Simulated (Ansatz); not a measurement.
## ZnSe: single-point calculation

System: ZnSe (slab, 8 atoms in the cell).
Method: DFT r2SCAN, scalar-relativistic, plane waves, PAW, no spin polarisation (Ansatz 0.2.0).

The structure derives from an entry of the Crystallography Open Database. It belongs to a series of runs on one base structure; here: (1 0 0) slab cut from the bulk. Figures and captions count atoms from 1; the log counts them from 0 in places.

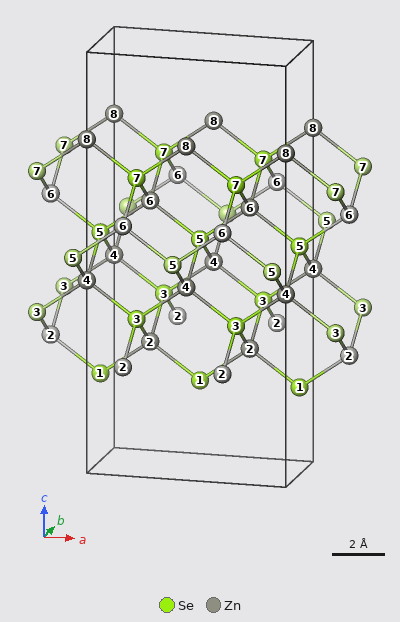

Figure 1. The input geometry (ball-and-stick view of the 2 × 1 repeat of the cell, with the vacuum cut short, seen slightly off an axis; neighbours outside the cell are drawn fainter; atoms are numbered from 1 in the order of the input). An atom can appear more than once, as a periodic image. Near neighbours in the periodic cell (some may lie outside the picture): Se has 2 Zn at 2.45 Å; Zn has 4 Se at 2.45 Å; Se has 4 Zn at 2.45 Å; Zn has 2 Se at 2.45 Å.

## Input file
```yaml
crystal:
  lattice:
    - [4.0063895686, 0.0, 0.0]
    - [0.0, 4.0063895686, 0.0]
    - [0.0, 0.0, 24.9153083121]
  atoms:
    - { symbol: Se, position: [0.0, 0.5, 0.3010197548] }
    - { symbol: Zn, position: [0.5, 0.5, 0.3578712535] }
    - { symbol: Se, position: [0.5, 0.0, 0.4147227521] }
    - { symbol: Zn, position: [0.0, 0.0, 0.4715742507] }
    - { symbol: Se, position: [0.0, 0.5, 0.5284257493] }
    - { symbol: Zn, position: [0.5, 0.5, 0.5852772479] }
    - { symbol: Se, position: [0.5, 0.0, 0.6421287465] }
    - { symbol: Zn, position: [0.0, 0.0, 0.6989802452] }
basis:
  ecutwfc: 500
kpoints:
  mp_grid: { grid: [7, 7, 1] }
hamiltonian:
  xc: r2scan
scf:
  occupations: { method: gaussian, width: 0.05 }
output:
  forces: true
  stress: true
  eigenvalues: true
  write_density: true
  write_potential: true
  elf: true
  volumetric_format: npy
efield:
  axis: 3
  dipole_correction: true
  ramp_width: 0.04
```

Machine: 2 threads of Arm Neoverse V1, 24 GiB of memory available, shared host.

Launch command:
```bash
ansatz run input.yaml --threads 2 --pin off --max-ram 5120MiB --backend cpu --events-out ev --progress --plain --runs-dir out
```

## Log
```
Engine: ansatz 0.2.0, aarch64-unknown-linux-gnu
Pseudopotentials: kind: paw
Pseudopotential: Se, paw, valence charge 16, recommended cutoff 500 eV (meta_gga), Se.paw.azcp
Pseudopotential: Zn, paw, valence charge 12, recommended cutoff 500 eV (meta_gga), Zn.paw.azcp
Functional definition: r2SCAN
  parameter k0 = 0.174
  parameter k1 = 0.065
  parameter a1 = 4.9479
  exchange = r2scan_x(k0 = k0, k1 = k1, a1 = a1)
  correlation = r2scan_c
Crystal: 8 atoms, lattice volume = 399.920 Å³
Basis set: ecut = 500 eV, 10187 PW (Γ), exchange–correlation on 120×120×768 points (64 copies of the dense FFT grid, shifted against one another)
Bands: 68, of which v1, the nominal top of the filled ones, is band 56 counted from 1 (55 counted from 0)
Symmetry: 4 space group operations
Space group: Pmm2 (ITA 25), of the structure as read, at distance tolerance 7.4e-5 Å
k-points: 16 of 49
Non-local potential: Se, projectors of the file, l = 0: 2, l = 1: 2, l = 2: 3, l = 3: 1
Non-local potential: Zn, projectors of the file, l = 0: 2, l = 1: 2, l = 2: 3, l = 3: 1
PAW form: soft (Blöchl's): semilocal exchange-correlation on the pseudo side does not see the compensation charge
PAW frozen core: Se, regenerated for the run's functional (the file was generated under x = pbe(κ = 0.804, μ = 0.2195149727645171), c = pbe(β = 0.06672455060314922))
PAW frozen core: Zn, regenerated for the run's functional (the file was generated under x = pbe(κ = 0.804, μ = 0.2195149727645171), c = pbe(β = 0.06672455060314922))
PAW one-centre angular grid: Se, 590 points (default); XC on 160 Gauss nodes
PAW one-centre angular grid: Zn, 590 points (default); XC on 261 of its mesh's 2673 points in the sphere
Initial density: superposition of atomic densities (neutral atoms: chi_scale 0, normalization atom), corrected by the library's trained network
Initial wavefunctions: pseudopotential atomic-orbital guess
Functional: x = r2scan, c = r2scan; τ floored in thin density (d = 2e-4 eV/Å³)
SCF iter   1: F=—  HF=-35218.209542 eV  |F-HF|=—  |Δ(HF+E_count)|=         —  Δρ=1.02e-2  dr2=8.49e-1  dr2_τ=1.85e-2  ethr=1.77e-3  p=0.216 e·Å  D=9.79e-2 V/Å  ΔV_dip=-2.44 eV  dr2_dipole=5.01e-1  V_vac-E_F(+/−)=4.29/6.73 eV  ⟨swp⟩=8.8  Hψ=4910  notcnv=0  defer=57
efield: sawtooth ramp at fractional position 0.9800 (placed from the atoms, in the widest stretch of the axis that holds none; the zero of the levels goes with the place), width 0.0400; the density the first Hamiltonian is built on has a dipole p = 0.216 e·Å; the dipole correction subtracts the counter field D = 9.79e-2 V/Å, which shifts the + side's vacuum level by -2.44 eV against the − side's; the planar-averaged density in the ramp window peaks in size at 2.2e-5 e/Å³
preconditioner: auto → LDOS  [insulator: Δε(μ)=0.062 eV  Ē_g=11.091 eV  σ=0.050 eV  W_gap=0.61  n_scr=68 (ndim 8)  ℏωp=15.8 eV  f_vac=0.505  D(μ)=4.27/eV (n_scr^D=10)  ε∞_Penn≈3.0  β→1.0]
SCF iter   2: F=—  HF=-35218.358579 eV  |F-HF|=—  |Δ(HF+E_count)|=   1.49e-1  Δρ=1.12e-2  dr2=3.15e-1  dr2_τ=3.22e-3  ethr=7.58e-4  p=0.239 e·Å  D=1.08e-1 V/Å  ΔV_dip=-2.70 eV  dr2_dipole=1.29e-2  V_vac-E_F(+/−)=4.19/6.89 eV  ⟨swp⟩=2.6  Hψ=1895  notcnv=0  defer=92
SCF iter   3: F=—  HF=-35218.176116 eV  |F-HF|=—  |Δ(HF+E_count)|=   1.82e-1  Δρ=1.12e-3  dr2=1.05e-2  dr2_τ=2.65e-4  ethr=2.81e-4  p=0.235 e·Å  D=1.06e-1 V/Å  ΔV_dip=-2.64 eV  dr2_dipole=1.75e-4  V_vac-E_F(+/−)=4.27/6.91 eV  ⟨swp⟩=2.0  Hψ=1876  notcnv=0  defer=92
SCF iter   4: F=—  HF=-35218.173295 eV  |F-HF|=—  |Δ(HF+E_count)|=   2.82e-3  Δρ=4.89e-4  dr2=3.31e-3  dr2_τ=3.47e-5  ethr=9.42e-6  p=0.230 e·Å  D=1.04e-1 V/Å  ΔV_dip=-2.60 eV  dr2_dipole=1.67e-3  V_vac-E_F(+/−)=4.31/6.90 eV  ⟨swp⟩=2.0  Hψ=1903  notcnv=0  defer=92
SCF iter   5: F=—  HF=-35218.173363 eV  |F-HF|=—  |Δ(HF+E_count)|=   6.73e-5  Δρ=2.65e-4  dr2=3.63e-4  dr2_τ=2.67e-6  ethr=2.96e-6  p=0.230 e·Å  D=1.04e-1 V/Å  ΔV_dip=-2.59 eV  dr2_dipole=6.43e-5  V_vac-E_F(+/−)=4.32/6.92 eV  ⟨swp⟩=2.0  Hψ=1510  notcnv=0  defer=92
SCF iter   6: F=—  HF=-35218.173410 eV  |F-HF|=—  |Δ(HF+E_count)|=   4.74e-5  Δρ=1.44e-4  dr2=1.34e-4  dr2_τ=8.21e-7  ethr=3.24e-7  p=0.230 e·Å  D=1.04e-1 V/Å  ΔV_dip=-2.59 eV  dr2_dipole=6.73e-6  V_vac-E_F(+/−)=4.33/6.92 eV  ⟨swp⟩=2.0  Hψ=1546  notcnv=0  defer=92
SCF iter   7: F=—  HF=-35218.173438 eV  |F-HF|=—  |Δ(HF+E_count)|=   2.78e-5  Δρ=5.47e-5  dr2=3.11e-5  dr2_τ=1.39e-7  ethr=1.20e-7  p=0.229 e·Å  D=1.03e-1 V/Å  ΔV_dip=-2.58 eV  dr2_dipole=2.12e-5  V_vac-E_F(+/−)=4.35/6.92 eV  ⟨swp⟩=2.0  Hψ=1567  notcnv=0  defer=92
SCF iter   8: F=—  HF=-35218.173470 eV  |F-HF|=—  |Δ(HF+E_count)|=   3.18e-5  Δρ=2.73e-5  dr2=4.78e-6  dr2_τ=4.03e-8  ethr=2.78e-8  p=0.228 e·Å  D=1.03e-1 V/Å  ΔV_dip=-2.57 eV  dr2_dipole=1.77e-6  V_vac-E_F(+/−)=4.35/6.92 eV  ⟨swp⟩=2.0  Hψ=1468  notcnv=0  defer=92
SCF iter   9: F=—  HF=-35218.173472 eV  |F-HF|=—  |Δ(HF+E_count)|=   2.51e-6  Δρ=1.68e-5  dr2=1.43e-6  dr2_τ=1.16e-8  ethr=4.27e-9  p=0.228 e·Å  D=1.03e-1 V/Å  ΔV_dip=-2.57 eV  dr2_dipole=7.81e-8  V_vac-E_F(+/−)=4.36/6.92 eV  ⟨swp⟩=2.0  Hψ=1548  notcnv=0  defer=92
SCF iter  10: F=—  HF=-35218.173473 eV  |F-HF|=—  |Δ(HF+E_count)|=   3.92e-7  Δρ=6.10e-6  dr2=3.91e-7  dr2_τ=3.11e-9  ethr=1.28e-9  p=0.228 e·Å  D=1.03e-1 V/Å  ΔV_dip=-2.57 eV  dr2_dipole=1.44e-8  V_vac-E_F(+/−)=4.36/6.92 eV  ⟨swp⟩=2.0  Hψ=1517  notcnv=0  defer=92
SCF iter  11: F=-35218.173473 eV  HF=-35218.173473 eV  |F-HF|=5.99e-8  |Δ(HF+E_count)|=   1.52e-7  Δρ=3.71e-6  dr2=7.77e-8  dr2_τ=7.23e-10  ethr=8.93e-11  p=0.227 e·Å  D=1.03e-1 V/Å  ΔV_dip=-2.56 eV  dr2_dipole=1.81e-8  V_vac-E_F(+/−)=4.36/6.92 eV  ⟨swp⟩=18.5  Hψ=9575  notcnv=0
SCF 1 converged in 11 iterations: F = -35218.173473 eV  dr2 = 7.77e-8
  greatest PAW one-centre occupation: 1.000 electrons in one spin orbital (limit 2), on the Se atom at site 0 (counted from 0), in its partial waves of l = 2
```

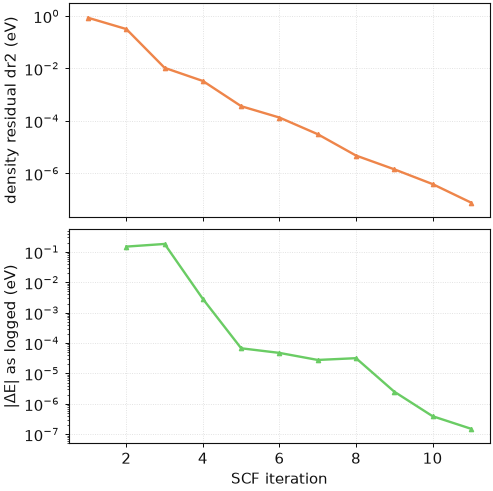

Figure 2. Convergence of the self-consistent field: density residual dr2 and size of the energy change against the SCF iteration. The residual falls at every step.

```
WARN: The output density's exchange-correlation potential varies sharply where the density is thin. Do not read a vacuum level from v_tot or v_xc, or from such a field of the output density. On a cell that repeats whose density bears no net charge and no dipole along the vacuum's axis use v_es (v_loc + v_h of the components); under efield.dipole_correction with no amplitude use v_es + v_field, which holds any external_charges[].barrier, or the levels of the report's work_function block, which leave it out; under a non-zero efield.amplitude the vacuum is tilted and has no level; on a cell that repeats and bears such a dipole with no correction it is tilted too, and efield.dipole_correction with no amplitude gives each side of its ramp a level where efield: is served; in a cell that repeats whose density bears a net charge (total_charge, or a fill off its count) it is curved and has none; of a slab under crystal.periodic whose density bears no net charge use v_es, which has a level on each side, short of where the two are joined; of another it falls or rises all the way out and has none; of a slab beside external_charges read slab_vacuum_level instead, which it has where they leave it neutral. The grid or the basis barely resolves most such structure, and the values can differ between equally converged runs; as a rule a tighter scf.convergence.dr2_threshold does not remove it. Where the density itself ripples (under the LDA too) a higher basis.ecutwfc lessens it. The files hold the spikes' plane waves up to the density's cutoff. Files: v_tot_of_output_density and the like, and their columns of v_z.tsv (output.write_potential); v_xc_of_output_density and the like, and their columns of v_comp_z.tsv (output.write_potential_components). Measured: with its Gaussian average of σ = 0.25 Å subtracted twice, the exchange-correlation potential is over 0.1 eV at 4612 of the grid points where the equally averaged density (valence and model cores) is under 1e-3 e/Å³, and 2.67 eV at the most among them, at an averaged density of 8.5e-4 e/Å³. The input density's (outcome.potential() and, of a run that writes arrays, v_tot and v_xc) is over 0.1 eV, so measured, at 4433 points of its own thin density, 2.68 eV at the most. See output.write_potential in the manual, Limitations
SCF converged after 11 iterations
Free energy (F): -35218.173473 eV
Harris-Foulkes:  -35218.173473 eV  (|F-HF|=5.99e-8)
Internal energy: -35218.171041 eV  (E = F + TS)
E sigma→0 (E₀):  -35218.172257 eV
Entropy (-TS):   -0.002431 eV (-0.304 meV/atom)
Fermi energy:    0.163767 eV
Dipole field:    D = 0.102785 V/Å  (p = 0.227165 e·Å, saw-weighted, corrected)
Work function:   Φ+ = 4.3613 eV   Φ− = 6.9222 eV
Levels:          The Fermi level and band energies are counted from a zero that moves with the ramp; work functions are not
--- Per-component energies (eV) ---
  E_band       = -2361.163073
  E_kinetic    = 992.909288
  E_local      = -105542.676361  (includes V_loc(G=0)·N_el)
  E_nonlocal   = 91.033863
  E_hartree    = 51755.074844
  E_xc         = -884.424419
  E_vxc        = -631.882722  (∫ρ·V_xc dr)
  E_paw        = -15100.778145  (= ΣΔE_a)
  E_vpaw       = -814.967855  (= ΣTr[D̂ρ^β])
  E_aug_tail   = -0.000975  (compensation charges beyond the density's cutoff)
  E_vtau       = 33.034693  (kinetic-family band-sum trace: ∫τ·v_τ [+ j·A + Jᵃ·Aᵃ] dr)
  E_efield     = 0.011675  (sawtooth field / dipole correction)
  E_vefield    = 1.188086  (∫n·V_field dr)
  E_ewald      = 33478.468744
  E_core_change = -7.789556  (= ΣΔE_core)
  E_smearing   = -0.002431  (= −TS)
  E_closure    = 0.000000  (closes the sum)
  Σ components = -35218.173473   (vs F -35218.173473, Δ=0.00e0)
--- Forces (eV/Å), atoms counted from 1 ---
  atom   1  Se     0.00000000     0.00000000     0.31555180
  atom   2  Zn     0.00000000     0.00000000    -0.62404617
  atom   3  Se     0.00000000     0.00000000     0.58548386
  atom   4  Zn     0.00000000     0.00000000    -0.52011519
  atom   5  Se     0.00000000     0.00000000     0.44588952
  atom   6  Zn     0.00000000     0.00000000    -0.56040396
  atom   7  Se     0.00000000     0.00000000     0.44567234
  atom   8  Zn     0.00000000     0.00000000    -0.08805664
  max |Σ_I F_I| component: 2.44e-5 eV/Å
--- Stress (GPa, compression-positive) ---
       -0.627249       0.000000       0.000000
        0.000000      -0.600521       0.000000
        0.000000       0.000000       0.014647
  P = ⅓ Tr σ = -0.4044 GPa (-4.044 kbar)
--- Band table (eV; the first three rows and the last of 16) ---
  k-point 0: bands = ["-48.9418", "-48.9388", "-48.9337", "-48.9217", "-48.9170", "-48.2185", "-48.2158", "-48.2061", "-48.2031", "-48.2012", "-47.5705", "-47.5697", "-47.5667", "-47.5626", "-47.5621", "-47.1957", "-47.1584", "-47.1189", "-46.9873", "-46.9798", "-14.6119", "-13.8252", "-13.0946", "-11.8338", "-7.7967", "-7.7502", "-7.6448", "-7.5139", "-7.4996", "-7.4644", "-7.4544", "-7.4420", "-7.3489", "-7.2502", "-6.8659", "-6.7970", "-6.7834", "-6.6894", "-6.5260", "-6.1262", "-6.0191", "-6.0128", "-5.8577", "-5.7627", "-5.1995", "-3.8598", "-2.8670", "-2.8164", "-2.4337", "-1.9219", "-1.8414", "-1.0539", "-0.9227", "-0.7243", "0.1249", "0.1353", "0.6241", "2.3355", "2.8645", "3.1437", "3.7160", "4.1122", "4.5719", "4.9241", "5.4500", "5.5000", "5.8177", "6.4470"]
  k-point 1: bands = ["-48.9418", "-48.9388", "-48.9337", "-48.9216", "-48.9170", "-48.2185", "-48.2158", "-48.2061", "-48.2031", "-48.2011", "-47.5705", "-47.5697", "-47.5667", "-47.5626", "-47.5621", "-47.1956", "-47.1584", "-47.1190", "-46.9873", "-46.9798", "-14.5456", "-13.7733", "-13.0520", "-11.8104", "-7.7722", "-7.7479", "-7.6423", "-7.5029", "-7.5024", "-7.4691", "-7.4565", "-7.4194", "-7.3329", "-7.2579", "-6.8601", "-6.7945", "-6.7502", "-6.6692", "-6.5366", "-6.1126", "-6.0165", "-5.9807", "-5.8532", "-5.7731", "-5.1659", "-4.1636", "-3.3110", "-2.7968", "-2.7606", "-2.0744", "-1.8520", "-1.5969", "-1.0229", "-0.1734", "-0.0691", "0.1086", "0.3069", "2.7531", "2.9174", "3.7625", "3.9702", "4.5427", "4.7226", "4.9529", "5.1271", "5.9502", "6.0993", "6.5256"]
  k-point 2: bands = ["-48.9418", "-48.9388", "-48.9337", "-48.9215", "-48.9171", "-48.2184", "-48.2158", "-48.2062", "-48.2031", "-48.2010", "-47.5705", "-47.5696", "-47.5668", "-47.5626", "-47.5620", "-47.1955", "-47.1584", "-47.1190", "-46.9873", "-46.9798", "-14.3852", "-13.6533", "-12.9537", "-11.7595", "-7.7430", "-7.7274", "-7.6218", "-7.5090", "-7.4831", "-7.4714", "-7.4607", "-7.3644", "-7.2868", "-7.2743", "-6.8249", "-6.7891", "-6.6833", "-6.6143", "-6.5595", "-6.0635", "-6.0108", "-5.9212", "-5.8472", "-5.7958", "-5.3139", "-4.7984", "-4.1015", "-3.4666", "-2.6318", "-2.4905", "-1.8192", "-1.6979", "-0.9566", "-0.4163", "-0.1754", "0.0547", "0.1846", "2.4086", "3.2620", "3.8199", "3.9391", "4.6177", "5.4713", "5.7687", "6.2420", "6.3020", "6.4654", "6.9274"]
  k-point 15: bands = ["-48.9419", "-48.9386", "-48.9337", "-48.9212", "-48.9171", "-48.2185", "-48.2155", "-48.2062", "-48.2032", "-48.2009", "-47.5706", "-47.5692", "-47.5668", "-47.5627", "-47.5619", "-47.1953", "-47.1585", "-47.1190", "-46.9874", "-46.9796", "-13.9668", "-13.2751", "-12.5965", "-11.4288", "-7.6794", "-7.6377", "-7.5494", "-7.5037", "-7.4396", "-7.4207", "-7.3988", "-7.3152", "-7.2516", "-7.1267", "-6.7542", "-6.7052", "-6.6291", "-6.5336", "-6.4969", "-5.9675", "-5.9445", "-5.8635", "-5.7537", "-5.6948", "-5.6524", "-5.1625", "-4.9617", "-4.2514", "-3.7581", "-3.4102", "-3.0377", "-2.7005", "-2.3250", "-1.8600", "-0.7655", "-0.6570", "0.6813", "1.5142", "3.4519", "3.7530", "4.3612", "4.4401", "5.4181", "5.6385", "5.9036", "6.3611", "7.0288", "7.3339"]
```

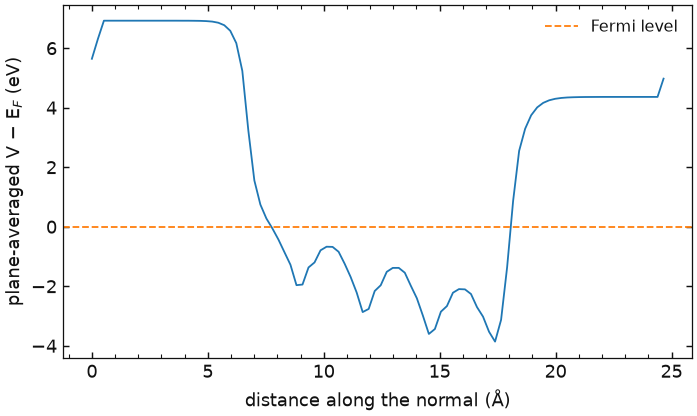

Figure 3. Plane average of the electrostatic potential energy of an electron across the cell, from the Fermi level. The vacuum level lies 4.36 eV above the Fermi level on the upper side and 6.92 eV on the lower.

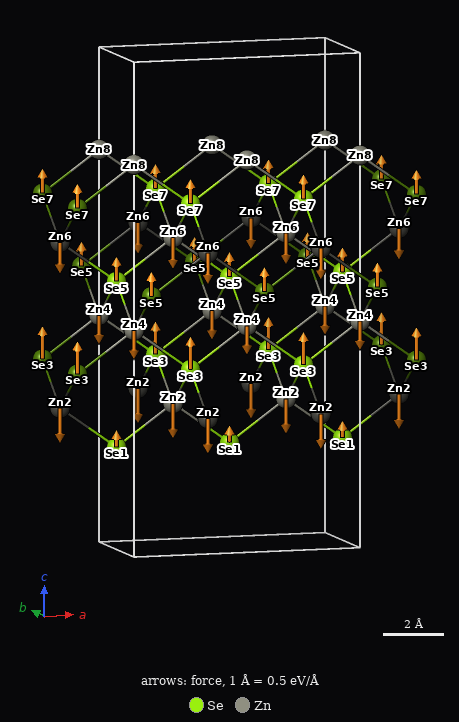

Figure 4. Forces on the atoms as orange arrows (ball-and-stick view of the 2 × 1 repeat of the cell, with the vacuum cut short, seen slightly off an axis; neighbours outside the cell are drawn fainter; atoms are numbered from 1 in the order of the input). The largest act on Zn2 (0.62 eV/Å); Se3 (0.59 eV/Å); Zn6 (0.56 eV/Å); Zn4 (0.52 eV/Å), among others. The geometry is not a stationary point of this energy.

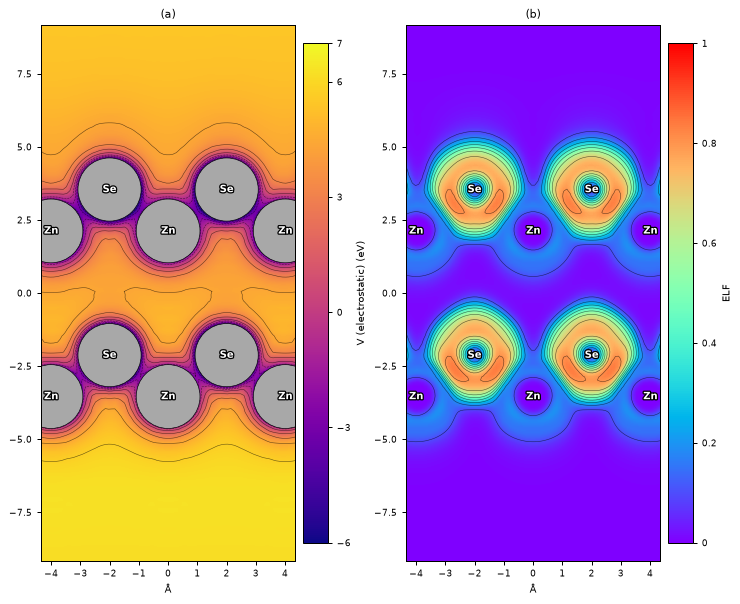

Figure 5. (a) electrostatic potential (local pseudopotential plus Hartree) felt by an electron; (b) ELF on the (100) plane of the calculation cell, a cut from vacuum to vacuum. Grey discs, where drawn, cover atomic cores. The section cuts through Zn and Se sites. Zn–Se (2.45 Å): the ELF is about 0.60 at the midpoint. Core electrons are frozen (PAW), so the fields are smoothed inside the atomic spheres.

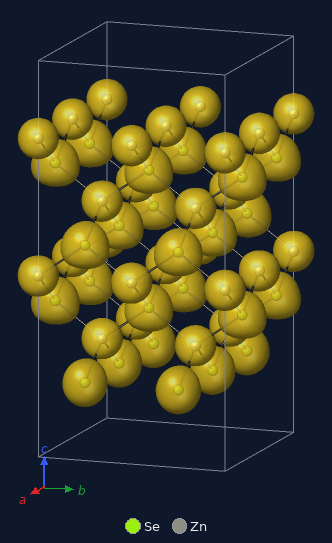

Figure 6. Isosurface of the valence pseudo-density at 0.6 e/Å³ (yellow), seen slightly off an axis. Sticks mark near contacts. At this value the density breaks into separate islands; it holds about 80 % of the electrons treated as valence. It is pinched off along the Zn–Se (2.45 Å) contacts. On the grid the lowest density along these lines, outside the cores, is 0.41 e/Å³ (Zn–Se, 2.45 Å).

## Results in brief

- outcome: converged
- electrons treated: 112
- free energy: −35218.1735 eV
- work function, top face: 4.36 eV
- work function, bottom face: 6.92 eV
- Fermi energy: 0.164 eV
- gap on the k-point mesh: 0.05 eV
- work function (upper face): 4.36 eV
- largest force (length of the vector): 0.624 eV/Å
- wall time: 82 s (CPU time 2.7 min)
- peak memory: 1.4 GiB

## Remarks

The program warns: the exchange-correlation potential is rough where the density is thin.
